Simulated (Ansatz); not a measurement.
## Band-structure calculation of Al3GaAs4 (part 2 of 2)

Continued. System: Al3GaAs4 (I-42m, 8 atoms in the cell). Method: DFT, PBE with spin-orbit coupling, plane waves, PAW (Ansatz 0.2.0); cutoff 420 eV, 6×6×6 k-mesh, fixed occupations. The structure was built on a prototype by a generator; it need not be a known phase. The geometry comes from this level: r2SCAN.

Geometry of the input (Å; fractional positions):
```
-2.8380  2.8380  5.6760
2.8380  -2.8380  5.6760
2.8380  2.8380  -5.6760
Al 0.7500  0.2500  0.5000
As 0.1249  0.6247  0.0000
Al 0.5000  0.5000  0.0000
As 0.8751  0.8751  0.4997
Al 0.2500  0.7500  0.5000
As 0.6247  0.1249  -0.0000
Ga 0.0000  0.0000  0.0000
As 0.3753  0.3753  0.5003
```

Output, continued:
```
  k-point 29: bands = ["-28.2758", "-28.2758", "-28.2758", "-28.2758", "-28.2756", "-28.2756", "-28.2754", "-28.2754", "-28.2579", "-28.2579", "-28.2579", "-28.2579", "-28.2578", "-28.2578", "-28.2575", "-28.2575", "-27.5522", "-27.5522", "-27.5519", "-27.5519", "-27.5516", "-27.5516", "-27.5512", "-27.5512", "-27.5406", "-27.5406", "-27.5406", "-27.5406", "-27.5405", "-27.5405", "-27.5404", "-27.5404", "-27.5277", "-27.5277", "-27.5277", "-27.5277", "-27.5274", "-27.5274", "-27.5266", "-27.5266", "-8.0104", "-8.0104", "-8.0095", "-8.0095", "-7.5847", "-7.5847", "-7.5351", "-7.5351", "-7.5341", "-7.5341", "-4.5862", "-4.5862", "-4.4312", "-4.4312", "-3.2436", "-3.2436", "-3.2436", "-3.2436", "0.6817", "0.6817", "1.2315", "1.2315", "3.1567", "3.1567", "3.4980", "3.4980", "4.3843", "4.3843", "4.3875", "4.3875", "4.4904", "4.4904", "4.5102", "4.5102", "5.1964", "5.1964", "5.2613", "5.2613", "5.3378", "5.3378", "5.4193", "5.4193", "8.1783", "8.1783", "8.1841", "8.1841", "8.4291", "8.4291", "9.0873", "9.0873", "9.1764", "9.1764", "9.2467", "9.2467"]
```

File rho_z.tsv:
```
# z_ang	rho[e/angstrom^3]	m_x[e/angstrom^3]	m_y[e/angstrom^3]	m_z[e/angstrom^3]	m_norm[e/angstrom^3]
# format = ansatz-planar-average/11
# lattice	-2.838002537	2.838002537	5.676041946
# lattice	2.838002537	-2.838002537	5.676041946
# lattice	2.838002537	2.838002537	-5.676041946
# sites	8
# site	13	-0.000000000	2.838002537	2.838020973
# site	33	1.418182218	-1.418182218	4.254739307
# site	13	0.000000000	0.000000000	5.676041946
# site	33	1.418182218	1.418182218	7.097344585
# site	13	2.838002537	-0.000000000	2.838020973
# site	33	-1.418182218	1.418182218	4.254739307
# site	31	0.000000000	0.000000000	0.000000000
# site	33	1.419820319	1.419820319	1.421302639
0.000000	1.188743e0	0.000000e0	0.000000e0	0.000000e0	0.000000e0
0.144827	1.132865e0	0.000000e0	0.000000e0	0.000000e0	0.000000e0
0.289654	9.849208e-1	0.000000e0	0.000000e0	0.000000e0	0.000000e0
0.434481	7.920202e-1	0.000000e0	0.000000e0	0.000000e0	0.000000e0
0.579307	6.030851e-1	0.000000e0	0.000000e0	0.000000e0	0.000000e0
0.724134	4.491647e-1	0.000000e0	0.000000e0	0.000000e0	0.000000e0
0.868961	3.394679e-1	0.000000e0	0.000000e0	0.000000e0	0.000000e0
1.013788	2.685479e-1	0.000000e0	0.000000e0	0.000000e0	0.000000e0
1.158615	2.255297e-1	0.000000e0	0.000000e0	0.000000e0	0.000000e0
1.303442	2.002583e-1	0.000000e0	0.000000e0	0.000000e0	0.000000e0
1.448268	1.856765e-1	0.000000e0	0.000000e0	0.000000e0	0.000000e0
1.593095	1.776847e-1	0.000000e0	0.000000e0	0.000000e0	0.000000e0
1.737922	1.741698e-1	0.000000e0	0.000000e0	0.000000e0	0.000000e0
1.882749	1.743250e-1	0.000000e0	0.000000e0	0.000000e0	0.000000e0
2.027576	1.784274e-1	0.000000e0	0.000000e0	0.000000e0	0.000000e0
2.172403	1.879672e-1	0.000000e0	0.000000e0	0.000000e0	0.000000e0
2.317229	2.061192e-1	0.000000e0	0.000000e0	0.000000e0	0.000000e0
2.462056	2.381279e-1	0.000000e0	0.000000e0	0.000000e0	0.000000e0
2.606883	2.906286e-1	0.000000e0	0.000000e0	0.000000e0	0.000000e0
2.751710	3.690970e-1	0.000000e0	0.000000e0	0.000000e0	0.000000e0
2.896537	4.735803e-1	0.000000e0	0.000000e0	0.000000e0	0.000000e0
3.041364	5.943977e-1	0.000000e0	0.000000e0	0.000000e0	0.000000e0
3.186190	7.109750e-1	0.000000e0	0.000000e0	0.000000e0	0.000000e0
3.331017	7.965566e-1	0.000000e0	0.000000e0	0.000000e0	0.000000e0
3.475844	8.281206e-1	0.000000e0	0.000000e0	0.000000e0	0.000000e0
3.620671	7.965566e-1	0.000000e0	0.000000e0	0.000000e0	0.000000e0
3.765498	7.109750e-1	0.000000e0	0.000000e0	0.000000e0	0.000000e0
3.910325	5.943977e-1	0.000000e0	0.000000e0	0.000000e0	0.000000e0
4.055151	4.735803e-1	0.000000e0	0.000000e0	0.000000e0	0.000000e0
4.199978	3.690970e-1	0.000000e0	0.000000e0	0.000000e0	0.000000e0
4.344805	2.906286e-1	0.000000e0	0.000000e0	0.000000e0	0.000000e0
4.489632	2.381279e-1	0.000000e0	0.000000e0	0.000000e0	0.000000e0
4.634459	2.061192e-1	0.000000e0	0.000000e0	0.000000e0	0.000000e0
4.779286	1.879672e-1	0.000000e0	0.000000e0	0.000000e0	0.000000e0
4.924112	1.784274e-1	0.000000e0	0.000000e0	0.000000e0	0.000000e0
5.068939	1.743250e-1	0.000000e0	0.000000e0	0.000000e0	0.000000e0
5.213766	1.741698e-1	0.000000e0	0.000000e0	0.000000e0	0.000000e0
5.358593	1.776847e-1	0.000000e0	0.000000e0	0.000000e0	0.000000e0
5.503420	1.856765e-1	0.000000e0	0.000000e0	0.000000e0	0.000000e0
5.648247	2.002583e-1	0.000000e0	0.000000e0	0.000000e0	0.000000e0
5.793074	2.255297e-1	0.000000e0	0.000000e0	0.000000e0	0.000000e0
5.937900	2.685479e-1	0.000000e0	0.000000e0	0.000000e0	0.000000e0
6.082727	3.394679e-1	0.000000e0	0.000000e0	0.000000e0	0.000000e0
6.227554	4.491647e-1	0.000000e0	0.000000e0	0.000000e0	0.000000e0
6.372381	6.030851e-1	0.000000e0	0.000000e0	0.000000e0	0.000000e0
6.517208	7.920202e-1	0.000000e0	0.000000e0	0.000000e0	0.000000e0
6.662035	9.849208e-1	0.000000e0	0.000000e0	0.000000e0	0.000000e0
6.806861	1.132865e0	0.000000e0	0.000000e0	0.000000e0	0.000000e0
```

File v_z.tsv:
```
# z_ang	v_es[eV]	v_tot[eV]	b_x[eV]	b_y[eV]	b_z[eV]
# format = ansatz-planar-average/11
# xc	pbe
# density_cutoff_ev	1680
# datasets	Al=:simpson_from_first_knot:soft	As=:simpson_from_first_knot:soft	Ga=:simpson_from_first_knot:soft
# lattice	-2.838002537	2.838002537	5.676041946
# lattice	2.838002537	-2.838002537	5.676041946
# lattice	2.838002537	2.838002537	-5.676041946
# sites	8
# site	13	-0.000000000	2.838002537	2.838020973
# site	33	1.418182218	-1.418182218	4.254739307
# site	13	0.000000000	0.000000000	5.676041946
# site	33	1.418182218	1.418182218	7.097344585
# site	13	2.838002537	-0.000000000	2.838020973
# site	33	-1.418182218	1.418182218	4.254739307
# site	31	0.000000000	0.000000000	0.000000000
# site	33	1.419820319	1.419820319	1.421302639
0.000000	4.691948e0	-4.961384e0	0.000000e0	0.000000e0	0.000000e0
0.144827	4.673850e0	-4.955639e0	0.000000e0	0.000000e0	0.000000e0
0.289654	4.627078e0	-4.937513e0	0.000000e0	0.000000e0	0.000000e0
0.434481	4.573404e0	-4.898176e0	0.000000e0	0.000000e0	0.000000e0
0.579307	4.546891e0	-4.811028e0	0.000000e0	0.000000e0	0.000000e0
0.724134	4.589179e0	-4.636002e0	0.000000e0	0.000000e0	0.000000e0
0.868961	4.741495e0	-4.339908e0	0.000000e0	0.000000e0	0.000000e0
1.013788	5.031316e0	-3.916411e0	0.000000e0	0.000000e0	0.000000e0
1.158615	5.456191e0	-3.389195e0	0.000000e0	0.000000e0	0.000000e0
1.303442	5.969667e0	-2.807578e0	0.000000e0	0.000000e0	0.000000e0
1.448268	6.482177e0	-2.247463e0	0.000000e0	0.000000e0	0.000000e0
1.593095	6.871620e0	-1.820922e0	0.000000e0	0.000000e0	0.000000e0
1.737922	7.016226e0	-1.652404e0	0.000000e0	0.000000e0	0.000000e0
1.882749	6.866225e0	-1.793977e0	0.000000e0	0.000000e0	0.000000e0
2.027576	6.479495e0	-2.180295e0	0.000000e0	0.000000e0	0.000000e0
2.172403	5.977543e0	-2.686535e0	0.000000e0	0.000000e0	0.000000e0
2.317229	5.481431e0	-3.207551e0	0.000000e0	0.000000e0	0.000000e0
2.462056	5.083533e0	-3.673217e0	0.000000e0	0.000000e0	0.000000e0
2.606883	4.832952e0	-4.035552e0	0.000000e0	0.000000e0	0.000000e0
2.751710	4.731046e0	-4.268813e0	0.000000e0	0.000000e0	0.000000e0
2.896537	4.744301e0	-4.380059e0	0.000000e0	0.000000e0	0.000000e0
3.041364	4.822995e0	-4.408861e0	0.000000e0	0.000000e0	0.000000e0
3.186190	4.917899e0	-4.403470e0	0.000000e0	0.000000e0	0.000000e0
3.331017	4.990489e0	-4.394837e0	0.000000e0	0.000000e0	0.000000e0
3.475844	5.017287e0	-4.391899e0	0.000000e0	0.000000e0	0.000000e0
3.620671	4.990489e0	-4.394837e0	0.000000e0	0.000000e0	0.000000e0
3.765498	4.917899e0	-4.403470e0	0.000000e0	0.000000e0	0.000000e0
3.910325	4.822995e0	-4.408861e0	0.000000e0	0.000000e0	0.000000e0
4.055151	4.744301e0	-4.380059e0	0.000000e0	0.000000e0	0.000000e0
4.199978	4.731046e0	-4.268813e0	0.000000e0	0.000000e0	0.000000e0
4.344805	4.832952e0	-4.035552e0	0.000000e0	0.000000e0	0.000000e0
4.489632	5.083533e0	-3.673217e0	0.000000e0	0.000000e0	0.000000e0
4.634459	5.481431e0	-3.207551e0	0.000000e0	0.000000e0	0.000000e0
4.779286	5.977543e0	-2.686535e0	0.000000e0	0.000000e0	0.000000e0
4.924112	6.479495e0	-2.180295e0	0.000000e0	0.000000e0	0.000000e0
5.068939	6.866225e0	-1.793977e0	0.000000e0	0.000000e0	0.000000e0
5.213766	7.016226e0	-1.652404e0	0.000000e0	0.000000e0	0.000000e0
5.358593	6.871620e0	-1.820922e0	0.000000e0	0.000000e0	0.000000e0
5.503420	6.482177e0	-2.247463e0	0.000000e0	0.000000e0	0.000000e0
5.648247	5.969667e0	-2.807578e0	0.000000e0	0.000000e0	0.000000e0
5.793074	5.456191e0	-3.389195e0	0.000000e0	0.000000e0	0.000000e0
5.937900	5.031316e0	-3.916411e0	0.000000e0	0.000000e0	0.000000e0
6.082727	4.741495e0	-4.339908e0	0.000000e0	0.000000e0	0.000000e0
6.227554	4.589179e0	-4.636002e0	0.000000e0	0.000000e0	0.000000e0
6.372381	4.546891e0	-4.811028e0	0.000000e0	0.000000e0	0.000000e0
6.517208	4.573404e0	-4.898176e0	0.000000e0	0.000000e0	0.000000e0
6.662035	4.627078e0	-4.937513e0	0.000000e0	0.000000e0	0.000000e0
6.806861	4.673850e0	-4.955639e0	0.000000e0	0.000000e0	0.000000e0
```

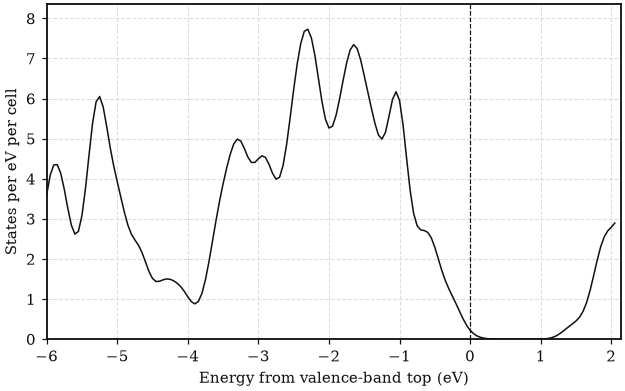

Figure 1. Density of states (the curve is built from the levels of the k mesh with Gaussians 0.3 eV wide, which also blur the band edges), with energies from the valence-band top. There is a gap of 1.37 eV on the k-point mesh. The curves stop near 2.1 eV above the Fermi level, where the computed bands end. Small ripples come from the finite k-point mesh.

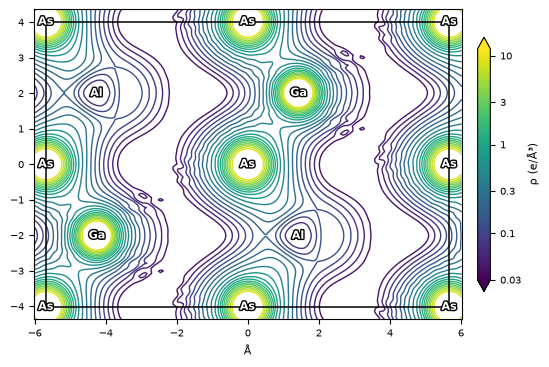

Figure 2. Valence electron density on the (110) plane of the conventional cell. The section cuts through As, Al and Ga sites. Al–As (2.46 Å): ρ is about 0.48 e/Å³ halfway. Ga–As (2.46 Å): ρ at the midpoint is about 0.49 e/Å³. Away from the nuclei the density in this plane falls to 0.009 e/Å³ at its lowest. Core electrons are frozen (PAW), so the fields are smoothed inside the atomic spheres.

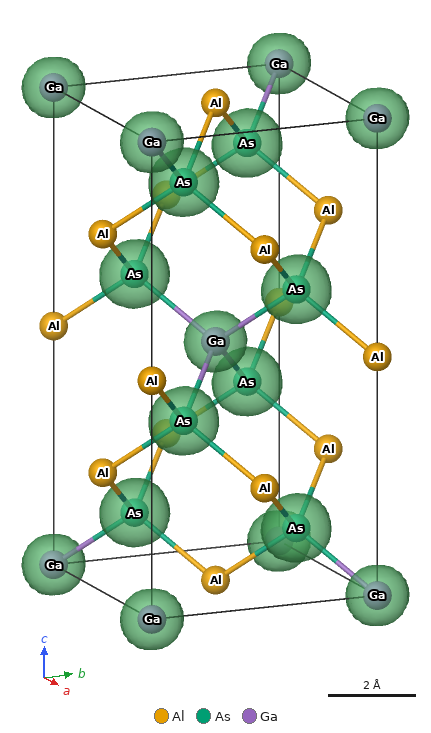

Figure 3. Isosurface of the valence pseudo-density at 1 e/Å³ (green), seen slightly off an axis. Sticks mark near contacts. The outline is the cell set on symmetry axes. At this value the density breaks into separate islands; it holds about 65 % of the electrons treated as valence (semicore included). It is pinched off along the Al–As (2.46 Å) and Ga–As (2.46 Å) contacts. On the grid the lowest density along these lines, outside the cores, is 0.36 e/Å³ (Al–As, 2.46 Å) and 0.46 e/Å³ (Ga–As, 2.46 Å).

Summary:

- outcome: converged
- space group (tolerance 0.01 Å): I-42m (121)
- electrons treated: 82
- free energy: −24824.2428 eV
- Fermi energy: 6.808 eV
- gap on the k-point mesh: 1.37 eV
- net moment of the cell: 0.00 μB
- integrated absolute moment: 0.00 μB
- pressure: 2.10 GPa
- largest force (length of the vector): 0.050 eV/Å
- hardware: 4 threads of Arm Neoverse V1, 24 GiB of memory available, shared host
- wall time: 76 s (CPU time 5.1 min)
- peak memory: 2.1 GiB
